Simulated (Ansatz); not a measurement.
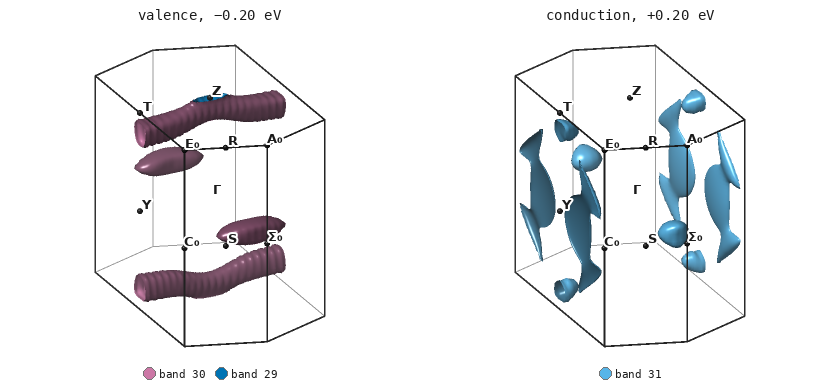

PbSe (Cmcm): constant-energy surfaces at both band edges (energies from each edge).

All numbers here come from DFT PBEsol, scalar-relativistic, plane waves, PAW; levels and slopes on a dense k mesh at the converged density (Ansatz). No spin polarisation. k mesh for the levels: 20×20×18. Unrelaxed database geometry. The cell comes from a database of computed structures, not from a measurement.

Masses come from a second pass at points close to the extrema; at the energies drawn a band may no longer be parabolic.

Q: Is the gap direct or indirect, and how large does the calculation make it?

A: The gap is indirect, 0.77 eV at this level of theory (semilocal functionals give gaps that are too small, and can reorder valleys that lie close). It is nearly direct: the smallest vertical gap, on the T–Y line, is only 0.81 eV, so the kind of gap isn't settled at this level. Another valley lies within 0.05 eV of an edge, so the kind of gap can change with the cell or the functional.

Q: Give the valleys and their effective masses.

A: Valence band (extrema up to 0.20 eV from the edge): two equivalent maxima on the T–Y line, principal masses 0.10, 0.13 and 2.34 mₑ; two equivalent maxima on the Σ₀–Γ line, 0.03 eV below the edge, principal masses 0.12, 0.12 and 1.14 mₑ. Band 30 forms the valence edge; band 29 begins 0.15 eV lower (at Z). The surfaces also take in Z, where this band lies 0.15 eV below its edge.
Conduction band (extrema up to 0.20 eV from the edge): two equivalent minima on the Σ₀–Γ line, principal masses 0.11, 0.11 and 0.19 mₑ; two equivalent minima on the T–Y line, 0.03 eV above the edge, principal masses 0.10, 0.12 and 0.85 mₑ; two equivalent minima on the Y–C₀ line, 0.10 eV above the edge, principal masses 0.085, 0.78 and 1.54 mₑ; four equivalent minima away from the named points and lines, 0.13 eV above the edge, principal masses 0.10, 0.19 and 1.89 mₑ. Band 31 forms the conduction edge. Another band lies within 0.06 eV there, so the masses may hold only close to the extrema.

Where one band's surface lies inside another's, the outer one hides all or part of it.

Spin-orbit coupling, left out here, can change the gap, its kind, the place of the band edges and the masses, since the compound holds Pb and Se.

Time for the whole run: 5.3 min on 1 thread of Arm Neoverse V1, with other jobs on the host, peak memory 2.1 GiB.
